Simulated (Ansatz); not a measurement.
## Energy of Al along a shift of atoms along one path

System: Al (I4mm, 8 atoms in the cell).
Method: DFT PBE+D3(BJ), scalar-relativistic, plane waves, PAW, no spin polarisation (Ansatz 0.2.0).

The 5 runs differ only in the geometry, by a shift of atoms along one path in a fixed cell. The shift s is measured from run 3: Al1 moves along the Cartesian direction (0.00, 1.00, 0.00). The structure derives from an entry of the Crystallography Open Database.

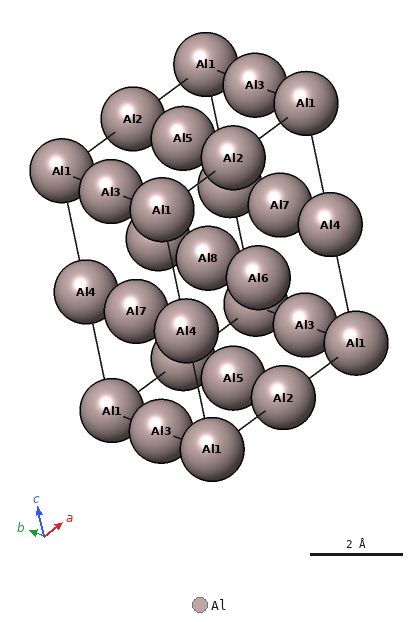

Figure 1. The structure of run 3 (spheres-only view of the cell of the calculation, seen slightly off an axis; atoms are numbered from 1 in the order of the input).

**Input of run 3**
```yaml
crystal:
  lattice:
    - [-3.9827256583, 3.9827256583, 0.0]
    - [-3.9827256583, 0.0, 3.9827256583]
    - [0.0, 3.9827256583, 3.9827256583]
  atoms:
    - { symbol: Al, position: [0.0041805541, -0.0041805541, 0.0041805541] }
    - { symbol: Al, position: [0.5, 0.0, 0.0] }
    - { symbol: Al, position: [0.0, 0.5, 0.0] }
    - { symbol: Al, position: [0.0, 0.0, 0.5] }
    - { symbol: Al, position: [0.5, 0.5, 0.0] }
    - { symbol: Al, position: [0.5, 0.0, 0.5] }
    - { symbol: Al, position: [0.0, 0.5, 0.5] }
    - { symbol: Al, position: [0.5, 0.5, 0.5] }
basis:
  ecutwfc: 420
kpoints:
  mp_grid: { grid: [14, 14, 14] }
hamiltonian:
  xc: pbe
  dispersion: d3bj
scf:
  occupations: { method: gaussian, width: 0.15 }
output:
  forces: true
  stress: true
  eigenvalues: true
```

Command:
```bash
ansatz run input.yaml --threads 1 --pin off --max-ram 2560MiB --backend cpu --events-out ev --progress --plain --runs-dir out
```

Lattice vectors (Å) and fractional positions of run 3:
```
  -3.982726    3.982726    0.000000
  -3.982726    0.000000    3.982726
   0.000000    3.982726    3.982726
Al  0.004181 -0.004181  0.004181
Al  0.500000 -0.000000  0.000000
Al  0.000000  0.500000  0.000000
Al -0.000000  0.000000  0.500000
Al  0.500000  0.500000  0.000000
Al  0.500000 -0.000000  0.500000
Al -0.000000  0.500000  0.500000
Al  0.500000  0.500000  0.500000
```

Run 4 differs from it as follows:
```diff
-    - { symbol: Al, position: [0.0041805541, -0.0041805541, 0.0041805541] }
+    - { symbol: Al, position: [0.0167347705, -0.0167347705, 0.0167347705] }
```

**Results, with one run withheld**

| run | shift s of Al1 (Å) | free energy per atom, from the lowest run given (meV) | pressure (GPa) | force along the path (eV/Å) |
| --- | --- | --- | --- | --- |
| 1 | −0.2333 | 13.07 | 0.43 | 1.087 |
| 2 | −0.1000 | 1.11 | 0.04 | 0.355 |
| 3 | 0.0000 | 0.00 | 0.00 | −0.177 |
| 4 | 0.1000 | ? | ? | ? |
| 5 | 0.1334 | 8.93 | 0.30 | −0.900 |

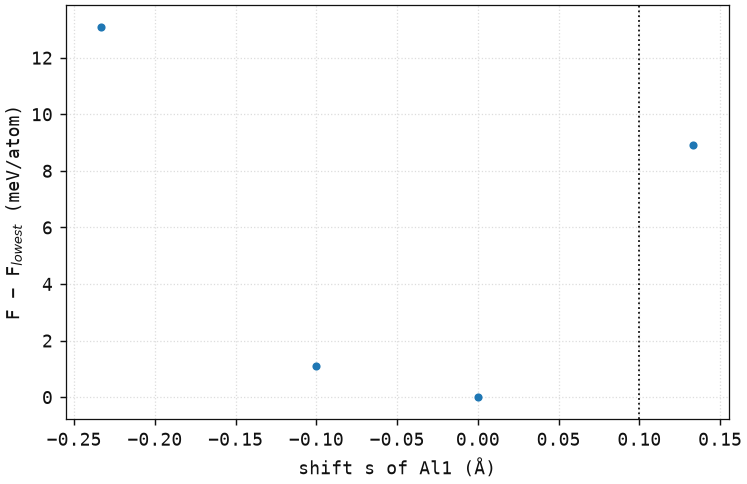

Figure 2. Free energy per atom of the runs given; the dotted line marks run 4.

What should run 4 give?

A quadratic polynomial in the coordinate, fitted to the 4 runs given, misses them by at most 0.01 meV per atom. With x = s + 0.0500, it reads F = −0.28421 − 11.308 x + 335.68 x² (meV per atom). At run 4 it gives 5.57 meV per atom, and the run itself gives 5.56. The slope of the fit gives a force −dF/ds of −0.715 eV/Å along the path (summed over the atoms that move), and the printed forces give −0.716 eV/Å. The fit has its minimum at s = −0.0332 Å.

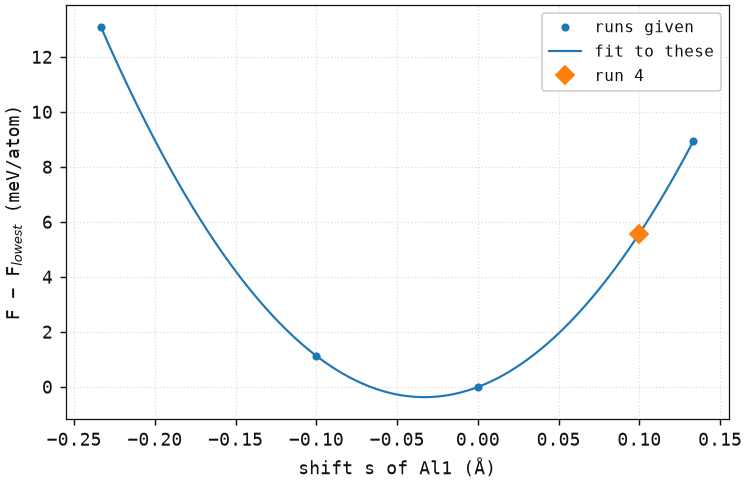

Figure 3. The fit and the withheld run.

**Output, shortened to warnings, some set-up lines, iterations and results (run 4)**
```
Basis set: ecut = 420 eV, 2445 PW (Γ), exchange–correlation on 80×80×80 points (8 copies of the dense FFT grid, shifted against one another)
Symmetry: 8 space group operations
k-points: 244 of 2744 (time reversal used)
Initial density: superposition of atomic densities (neutral atoms: chi_scale 0, normalization atom), corrected by the library's trained network
[...]
SCF iter   1: F=—  HF=-4302.740746 eV  |F-HF|=—  |Δ(HF+E_count)|=         —  Δρ=5.69e-4  dr2=1.91e-4  ethr=1.77e-3  ⟨swp⟩=6.5  Hψ=27654  notcnv=0  defer=2
SCF iter   2: F=—  HF=-4302.741074 eV  |F-HF|=—  |Δ(HF+E_count)|=   3.28e-4  Δρ=3.22e-4  dr2=5.76e-5  ethr=7.94e-7  ⟨swp⟩=2.1  Hψ=9366  notcnv=0  defer=2
SCF iter   3: F=—  HF=-4302.741252 eV  |F-HF|=—  |Δ(HF+E_count)|=   1.79e-4  Δρ=3.60e-5  dr2=1.43e-6  ethr=2.40e-7  ⟨swp⟩=2.0  Hψ=7352  notcnv=0  defer=2
SCF iter   4: F=—  HF=-4302.741252 eV  |F-HF|=—  |Δ(HF+E_count)|=   3.06e-7  Δρ=1.02e-5  dr2=1.18e-7  ethr=5.94e-9  ⟨swp⟩=2.0  Hψ=7236  notcnv=0  defer=2
SCF iter   5: F=-4302.741252 eV  HF=-4302.741252 eV  |F-HF|=4.81e-10  |Δ(HF+E_count)|=   2.06e-8  Δρ=1.24e-6  dr2=2.05e-9  ethr=4.92e-10  ⟨swp⟩=2.0  Hψ=7281  notcnv=0  defer=2
SCF iter   6: F=-4302.741252 eV  HF=-4302.741252 eV  |F-HF|=2.64e-11  |Δ(HF+E_count)|=  3.86e-10  Δρ=2.05e-7  dr2=6.25e-11  ethr=8.56e-12  ⟨swp⟩=4.6  Hψ=15048  notcnv=0
SCF 1 converged in 6 iterations: F = -4302.741252 eV  dr2 = 6.25e-11
SCF converged after 6 iterations
Free energy (F): -4302.741252 eV
Harris-Foulkes:  -4302.741252 eV  (|F-HF|=2.64e-11)
Internal energy: -4302.703330 eV  (E = F + TS)
E sigma→0 (E₀):  -4302.722291 eV
Entropy (-TS):   -0.037922 eV (-4.740 meV/atom)
Fermi energy:    8.407797 eV
--- Per-component energies (eV) ---
  E_band       = 92.660107
  E_kinetic    = 187.735074
  E_local      = 84.117669  (includes V_loc(G=0)·N_el)
  E_nonlocal   = 83.264732
  E_hartree    = 1.058365
  E_xc         = -320.214588
  E_vxc        = -234.734846  (∫ρ·V_xc dr)
  E_paw        = -3739.354153  (= ΣΔE_a)
  E_vpaw       = -29.839225  (= ΣTr[D̂ρ^β])
  E_aug_tail   = -0.000017  (compensation charges beyond the density's cutoff)
  E_ewald      = -596.493754
  E_disp       = -2.816657  (pairwise vdW)
  E_smearing   = -0.037922  (= −TS)
  E_closure    = 0.000000  (closes the sum)
  Σ components = -4302.741252   (vs F -4302.741252, Δ=0.00e0)
--- Forces (eV/Å), atoms counted from 1 ---
  atom   1  Al    -0.00000000    -0.71555076     0.00000000
  atom   2  Al    -0.21890530     0.19400457     0.00000000
  atom   3  Al     0.00000000    -0.04281382    -0.00000000
  atom   4  Al    -0.00000000     0.19400457     0.21890530
  atom   5  Al    -0.00000000     0.19400457    -0.21890530
  atom   6  Al     0.00000000    -0.04281382     0.00000000
  atom   7  Al     0.21890530     0.19400457     0.00000000
  atom   8  Al    -0.00000000     0.02516007     0.00000000
  max |Σ_I F_I| component: 6.27e-8 eV/Å
--- Stress (GPa, compression-positive) ---
        0.171965      -0.000000       0.000000
       -0.000000       0.219457       0.000000
        0.000000       0.000000       0.171965
  P = ⅓ Tr σ = 0.1878 GPa (1.878 kbar)
```
